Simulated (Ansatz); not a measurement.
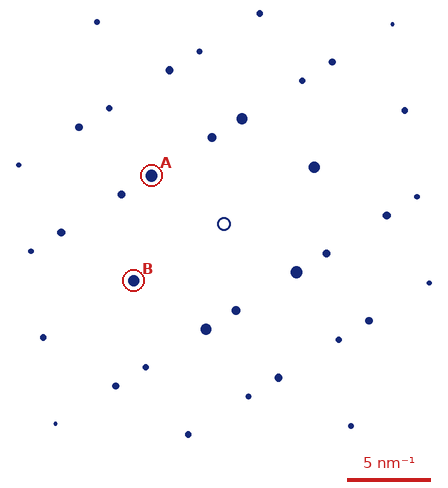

Computed electron diffraction pattern, 300 kV, single scattering only, B = 1 Å². Two individuals of a reflection twin are superposed (a geometric construction: whether this twin forms is not tested; the second individual is smaller and so fainter). Crystal: Sn, space group Im-3m (No. 229), a = 3.807 Å, zone axis [210]. Structure: the end point of a relaxation with DFT, PBE, plane waves (420 eV) with PAW, scalar-relativistic in Ansatz 0.2.0; the starting structure was generated, so it need not be a known form of this composition.

In the first individual spot A is 0 0 -2 and spot B is -1 2 -1.

On which plane is the crystal twinned?

Answer. (1-21). The spot positions of the combined pattern are mirror-symmetric about the row through 1 -2 1 (d = 1.554 Å), which both individuals share, while a single individual has only symmetry 2mm without that mirror line. Friedel's law adds the mirror line at right angles, so a twin on (1-2-5) would give the same picture; the more widely spaced plane was used.

Which other reflections coincide?

Answer. Off the common row, 1 -2 -5 and their kin fall on spots of the second individual; about 17 % of the first individual's visible spots are shared.
